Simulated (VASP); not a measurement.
Te2Mo, space group P6_3/mmc (No. 194), a = 3.554 Å, b = 3.554 Å, c = 15.062 Å, α = 90.00°, β = 90.00°, γ = 120.00°

```json
{"site": "Te", "Wyckoff": "4f", "x": "0.6667", "y": "0.3333", "z": "0.3702"}
{"site": "Mo", "Wyckoff": "2c", "x": "0.6667", "y": "0.3333", "z": "0.7500"}
```

Origin: the geometry relaxed with VASP Kohn-Sham DFT of a periodic cell, PBE, VASP PAW PBE potentials, recommended, release 54 in VASP.

**Describe the coordination of Mo.**

MoTe6: an essentially ideal trigonal prism (coordination number 6, S = 0.01; next best octahedron, S = 16.8). Bonds: 6 × Mo–Te 2.74 Å. The next neighbour, not counted, lies at 3.55 Å.

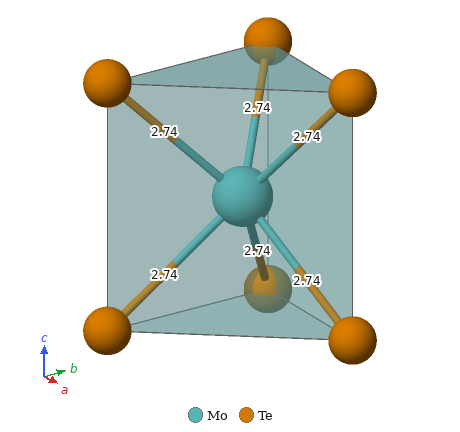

The polyhedron about Mo. The shape measure S (0 to 100) is the computed least-squares distance from an ideal polyhedron; S = 0 means ideal.
